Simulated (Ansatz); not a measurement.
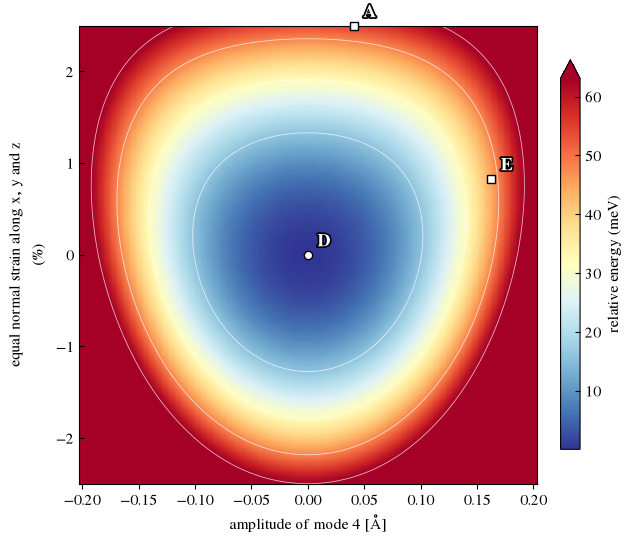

CdS (Fm-3m, No. 225; 2 atoms in the cell). The energy is mapped over a normal mode and a strain (zone-centre modes of the 2-atom cell of this scan) (x, y and z along the cube axes). First axis: amplitude of mode 4 (139 cm⁻¹), largest displacement in the unstrained cell. Second axis: equal normal strain along x, y and z. Nothing is relaxed (the pattern is fixed in fractional coordinates). Grid: 11 × 7 points; 42 points were computed and 35 follow by symmetry. Points are written as (first, second). All energies are given in meV per cell relative to the lowest grid point. Method: DFT r2SCAN, scalar-relativistic, plane waves, PAW in Ansatz 0.2.0. Settings: cutoff 500 eV, k-mesh 8×8×8, gaussian smearing 0.05 eV, no spin polarisation.

Drawn: a smooth colour map with a few white contour lines, one colour for all values above the top of the scale, lettered points. Between grid points the surface is interpolated.

Q: What kind of point is each of D, E: minimum, saddle, maximum or slope?

A: D: minimum; E: on a slope. (In these two coordinates alone; a stationary point may lie a little off the grid point.)

Q: Rank the lettered points by energy, lowest first.

A: D (0 meV), E (45 meV), A (55 meV).
